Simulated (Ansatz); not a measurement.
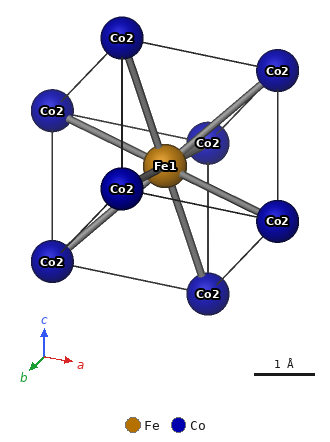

The input geometry (ball-and-stick view of the cell of the calculation, seen at an oblique angle; atoms are numbered from 1 in the order of the input). Near neighbours in the crystal (not all of them lie inside the picture): Fe has 8 Co at 2.47 Å; Co has 8 Fe at 2.47 Å.

# FeCo: single-point calculation

FeCo (Pm-3m, 2 atoms in the cell), computed with DFT PBE, scalar-relativistic, plane waves, PAW, spin-polarised (Ansatz 0.2.0).

The structure derives from an entry of the Crystallography Open Database. Figures and captions count atoms from 1; the log counts them from 0 in places.

### Log
```
Engine: ansatz 0.2.0, aarch64-unknown-linux-gnu
Pseudopotentials: kind: paw
Pseudopotential: Fe, paw, valence charge 16, recommended cutoff 420 eV (normal), Fe.paw.azcp
Pseudopotential: Co, paw, valence charge 17, recommended cutoff 420 eV (normal), Co.paw.azcp
Functional definition: PBE
  parameter kappa = 0.804
  parameter beta = 0.06672455060314922
  exchange = pbe_x(kappa = kappa, mu = beta*pi^2/3)
  correlation = pbe_c(beta = beta)
Crystal: 2 atoms, lattice volume = 23.320 Å³
Basis set: ecut = 420 eV, 461 PW (Γ), exchange–correlation on 40×40×40 points (8 copies of the dense FFT grid, shifted against one another)
Bands: 24, of which v1, the nominal top of the filled ones, is band 17 counted from 1 (16 counted from 0)
Symmetry: 48 space group operations
Space group: Pm-3m (ITA 221), of the structure as read, at distance tolerance 2.9e-5 Å
Magnetic group: BNS 221.92 (UNI 1594), of the structure as read, at distance tolerance 2.9e-5 Å
k-points: 20 of 216
Non-local potential: Fe, projectors of the file, l = 0: 3, l = 1: 2, l = 2: 3, l = 3: 1
Non-local potential: Co, projectors of the file, l = 0: 3, l = 1: 2, l = 2: 3, l = 3: 1
PAW form: soft (Blöchl's): semilocal exchange-correlation on the pseudo side does not see the compensation charge
PAW one-centre angular grid: Fe, 590 points (default); XC on 64 Gauss nodes
PAW one-centre angular grid: Co, 590 points (default); XC on 64 Gauss nodes
Initial density: superposition of atomic densities (chi_scale 0.1, normalization cell)
Starting moments: Σ|m| = 7 μB on 2 of 2 sites
Initial wavefunctions: pseudopotential atomic-orbital guess
Functional: x = pbe(κ = 0.804, μ = 0.2195149727645171), c = pbe(β = 0.06672455060314922)
SCF iter   1: F=—  HF=-9606.415616 eV  |F-HF|=—  |Δ(HF+E_count)|=         —  Δρ=1.08e-1 (↑1.08e-1 ↓1.01e-1)  dr2=1.39e0  dr2_m=1.99e0  M=4.861 μB ∫|m|=5.007 μB  β_m=0.30  ethr=3.10e-3  ⟨swp⟩=4.8  Hψ=3547  notcnv=0
Mixer restart at iter 1: flushing history
preconditioner: auto → none  [metal: Δε(μ)=0.175 eV  Ē_g=10.343 eV  σ=0.100 eV  W_gap=0.50  n_scr=6 (ndim 8)  ℏωp=31.7 eV  f_vac=0.000  D(μ)=0.34/eV (n_scr^D=0)  sad-step TF]
spin-set hold released at iteration 1 (the charge has settled, or the pull on large starting moments outlasts its swing): the magnetisation degrees of freedom join the quasi-Newton model from the next iteration; the mixer history was flushed
SCF iter   2: F=—  HF=-9606.611499 eV  |F-HF|=—  |Δ(HF+E_count)|=   1.96e-1  Δρ=7.59e-2 (↑7.59e-2 ↓6.92e-2)  dr2=1.24e0  dr2_m=7.13e-1  M=4.861 μB ∫|m|=5.029 μB  β_m=0.36  ethr=3.10e-3  ⟨swp⟩=2.0  Hψ=1506  notcnv=0  defer=72
SCF iter   3: F=—  HF=-9607.732359 eV  |F-HF|=—  |Δ(HF+E_count)|=    1.12e0  Δρ=2.58e-1 (↑7.08e-2 ↓2.58e-1)  dr2=1.85e1  dr2_m=2.84e0  M=4.678 μB ∫|m|=4.782 μB  β_m=0.09  ethr=3.10e-3  ⟨swp⟩=3.1  Hψ=1680  notcnv=0  defer=72  recentre
SCF iter   4: F=—  HF=-9606.666857 eV  |F-HF|=—  |Δ(HF+E_count)|=    1.07e0  Δρ=4.52e-2 (↑4.52e-2 ↓3.54e-2)  dr2=9.25e-2  dr2_m=3.22e-1  M=4.860 μB ∫|m|=5.021 μB  β_m=0.18  ethr=3.10e-3  ⟨swp⟩=2.6  Hψ=1818  notcnv=0  defer=71
SCF iter   5: F=—  HF=-9606.746420 eV  |F-HF|=—  |Δ(HF+E_count)|=   7.96e-2  Δρ=1.51e-2 (↑7.37e-3 ↓1.51e-2)  dr2=3.40e-2  dr2_m=1.18e-2  M=4.762 μB ∫|m|=4.950 μB  β_m=0.27  ethr=2.80e-4  ⟨swp⟩=2.0  Hψ=1443  notcnv=0  defer=72
SCF iter   6: F=—  HF=-9606.754105 eV  |F-HF|=—  |Δ(HF+E_count)|=   7.68e-3  Δρ=1.83e-2 (↑2.94e-3 ↓1.83e-2)  dr2=6.61e-2  dr2_m=1.72e-2  M=4.705 μB ∫|m|=4.915 μB  β_m=0.42  ethr=1.03e-4  ⟨swp⟩=2.0  Hψ=1427  notcnv=0  defer=72
SCF iter   7: F=—  HF=-9606.759195 eV  |F-HF|=—  |Δ(HF+E_count)|=   5.09e-3  Δρ=1.52e-2 (↑1.84e-3 ↓1.52e-2)  dr2=5.67e-2  dr2_m=1.06e-2  M=4.715 μB ∫|m|=4.922 μB  β_m=0.71  ethr=1.03e-4  ⟨swp⟩=1.9  Hψ=1025  notcnv=0  defer=72
SCF iter   8: F=—  HF=-9606.758469 eV  |F-HF|=—  |Δ(HF+E_count)|=   7.26e-4  Δρ=2.93e-3 (↑1.80e-3 ↓2.93e-3)  dr2=2.48e-3  dr2_m=4.62e-4  M=4.729 μB ∫|m|=4.935 μB  β_m=0.68  ethr=1.03e-4  ⟨swp⟩=2.0  Hψ=1027  notcnv=0  defer=72
SCF iter   9: F=—  HF=-9606.758337 eV  |F-HF|=—  |Δ(HF+E_count)|=   1.31e-4  Δρ=3.45e-4 (↑3.45e-4 ↓2.23e-4)  dr2=2.61e-5  dr2_m=9.47e-6  M=4.727 μB ∫|m|=4.933 μB  β_m=0.84  ethr=7.52e-6  ⟨swp⟩=1.2  Hψ=952  notcnv=0  defer=72
SCF iter  10: F=—  HF=-9606.758371 eV  |F-HF|=—  |Δ(HF+E_count)|=   3.36e-5  Δρ=1.07e-4 (↑8.67e-5 ↓1.07e-4)  dr2=5.64e-6  dr2_m=5.35e-7  M=4.725 μB ∫|m|=4.933 μB  β_m=0.89  ethr=7.91e-8  ⟨swp⟩=2.1  Hψ=1287  notcnv=0  defer=72
SCF iter  11: F=—  HF=-9606.758371 eV  |F-HF|=—  |Δ(HF+E_count)|=   5.85e-8  Δρ=6.29e-5 (↑1.62e-5 ↓6.29e-5)  dr2=1.15e-6  dr2_m=1.34e-7  M=4.725 μB ∫|m|=4.933 μB  β_m=0.84  ethr=1.71e-8  ⟨swp⟩=1.0  Hψ=889  notcnv=0  defer=72
SCF iter  12: F=-9606.758371 eV  HF=-9606.758371 eV  |F-HF|=2.47e-9  |Δ(HF+E_count)|=   5.49e-8  Δρ=7.87e-6 (↑7.87e-6 ↓2.94e-6)  dr2=4.44e-9  dr2_m=5.62e-9  M=4.725 μB ∫|m|=4.933 μB  ethr=3.03e-10  ⟨swp⟩=6.5  Hψ=3646  notcnv=0
SCF 1 converged in 12 iterations: F = -9606.758371 eV  dr2 = 4.44e-9
  greatest PAW one-centre occupation: 1.002 electrons in one spin orbital (limit 2), on the Fe atom at site 0 (counted from 0), in its partial waves of l = 1
```

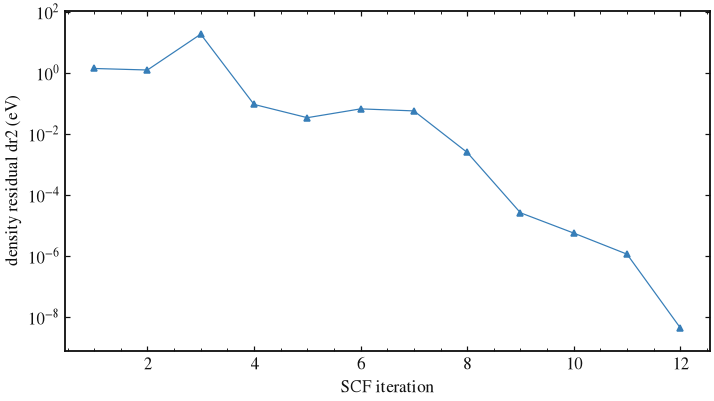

Convergence of the self-consistent field: density residual dr2 against the SCF iteration. The residual comes down, with one marked jump up, by a factor of about 15, at step 3.

```
SCF converged after 12 iterations
Magnetization: 4.7252 μB (18.8626 up, 14.1374 down)
Absolute magnetization: 4.9335 μB (∫|ρ↑−ρ↓|, with the PAW one-centre terms)
Spin contamination: 0.0711 ħ² per cell (⟨S²⟩ above its minimum at these occupations)
Per-site moments (μB) at R_I (Å): [(2.900020073284359, 1.0206217636775083), (1.896071377229546, 1.0206217636775083)]
Free energy (F): -9606.758371 eV
Harris-Foulkes:  -9606.758371 eV  (|F-HF|=2.47e-9)
Internal energy: -9606.752956 eV  (E = F + TS)
E sigma→0 (E₀):  -9606.755663 eV
Entropy (-TS):   -0.005415 eV (-2.707 meV/atom)
Fermi energy:    17.980734 eV
--- Per-component energies (eV) ---
  E_band       = -490.879120
  E_kinetic    = 799.429370
  E_local      = -5031.638234  (includes V_loc(G=0)·N_el)
  E_nonlocal   = 674.540768
  E_hartree    = 2105.043033
  E_xc         = -275.826085
  E_vxc        = -355.529529  (∫ρ·V_xc dr)
  E_paw        = -2882.073420  (= ΣΔE_a)
  E_vpaw       = -787.762267  (= ΣTr[D̂ρ^β])
  E_aug_tail   = 0.000762  (compensation charges beyond the density's cutoff)
  E_ewald      = -4996.229151
  E_smearing   = -0.005415  (= −TS)
  E_closure    = -0.000000  (closes the sum)
  Σ components = -9606.758371   (vs F -9606.758371, Δ=0.00e0)
--- Forces (eV/Å), atoms counted from 1 ---
  atom   1  Fe    -0.00000000    -0.00000000    -0.00000000
  atom   2  Co    -0.00000000    -0.00000000    -0.00000000
  max |Σ_I F_I| component: 5.14e-29 eV/Å
--- Stress (GPa, compression-positive) ---
       -0.999443       0.000000       0.000000
        0.000000      -0.999443       0.000000
        0.000000       0.000000      -0.999443
  P = ⅓ Tr σ = -0.9994 GPa (-9.994 kbar)
--- Band table (eV; the first three rows and the last of 40) ---
  k-point 0 ↑: bands = ["-78.4401", "-71.0172", "-41.6760", "-41.6760", "-41.6760", "-37.0154", "-37.0154", "-37.0154", "8.9785", "12.6347", "12.6347", "14.9088", "14.9088", "14.9088", "15.9738", "15.9738", "17.0814", "17.0814", "17.0814", "26.9047", "26.9047", "26.9047", "32.4604", "32.4604"]
  k-point 1 ↑: bands = ["-78.4394", "-71.0161", "-41.6845", "-41.6747", "-41.6747", "-37.0305", "-37.0150", "-37.0150", "9.5311", "12.8443", "12.8544", "14.9110", "14.9110", "15.0485", "15.7534", "16.0600", "16.6985", "16.6985", "16.9321", "23.9032", "27.8821", "27.8821", "32.6429", "34.1183"]
  k-point 2 ↑: bands = ["-78.4379", "-71.0140", "-41.7016", "-41.6721", "-41.6721", "-37.0606", "-37.0143", "-37.0143", "11.0336", "13.1877", "13.4604", "14.9897", "14.9897", "15.1437", "15.4328", "15.9515", "15.9515", "16.3220", "16.5287", "19.8663", "30.3774", "30.3774", "33.2462", "35.1031"]
  k-point 19 ↓: bands = ["-76.1149", "-67.6133", "-39.4462", "-39.4462", "-39.4462", "-33.7583", "-33.7583", "-33.7583", "15.4579", "15.4579", "15.4579", "15.8423", "15.8423", "15.8423", "18.7429", "18.7429", "19.5974", "19.5974", "26.3384", "26.3384", "26.3384", "26.6692", "26.6692", "26.6692"]
--- Löwdin populations: 2 sites ---
  site symbol       q [e]    m [muB]
     0     Fe     15.7182     2.9561
     1     Co     16.7696     1.8918
  spilling = 0.015521 (of n_electrons = 33.000000)
```

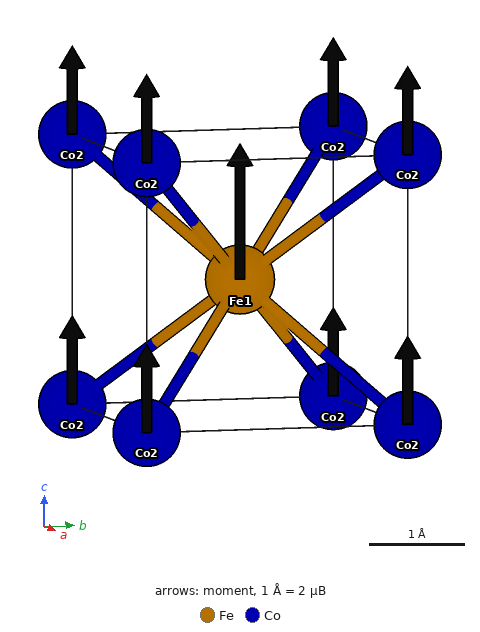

Magnetic moments of the sites as black arrows (ball-and-stick view of the cell of the calculation, seen slightly off an axis; atoms are numbered from 1 in the order of the input); small moments hardly show. The run is collinear, so the axis drawn is arbitrary. Site moments: Fe1 (2.90 μB); Co2 (1.90 μB). They are counted near the atoms and needn't add up to the moment of the cell.

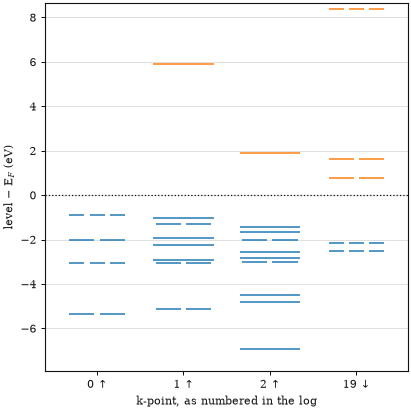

Kohn–Sham levels near the Fermi level (dotted) at the few k-points that the log prints; levels within 0.02 eV of each other stand side by side. The system is metallic on the full mesh.

This output came from the following input.

### Input
```yaml
crystal:
  lattice:
    - [2.857, 0.0, 0.0]
    - [0.0, 2.857, 0.0]
    - [0.0, 0.0, 2.857]
  atoms:
    - { symbol: Fe, position: [0.5, 0.5, 0.5], spin: 4.0 }
    - { symbol: Co, position: [0.0, 0.0, 0.0], spin: 3.0 }
basis:
  ecutwfc: 420
kpoints:
  mp_grid: { grid: [6, 6, 6] }
hamiltonian:
  xc: pbe
scf:
  occupations: { method: gaussian, width: 0.1 }
  lower_state_search: "off"
output:
  forces: true
  stress: true
  eigenvalues: true
  populations: true
magnetization:
  spin_polarized: true
```

Run as:
```bash
ansatz run input.yaml --threads 1 --pin off --max-ram 2560MiB --backend cpu --events-out ev --progress --plain --runs-dir out
```

### Results in brief

```tsv
quantity	value
outcome	converged
space group (tolerance 0.01 Å)	Pm-3m (221)
electrons treated	33
free energy	−9606.7584 eV
Fermi energy	17.981 eV
gap on the k-point mesh	none (metallic)
net moment of the cell	4.73 μB
integrated absolute moment	4.93 μB
pressure	−1.00 GPa
largest force (length of the vector)	under 0.001 eV/Å
hardware	1 thread of Arm Neoverse N1, 16 GiB of memory available, shared host
wall time	3.7 s
peak memory	0.28 GiB
```
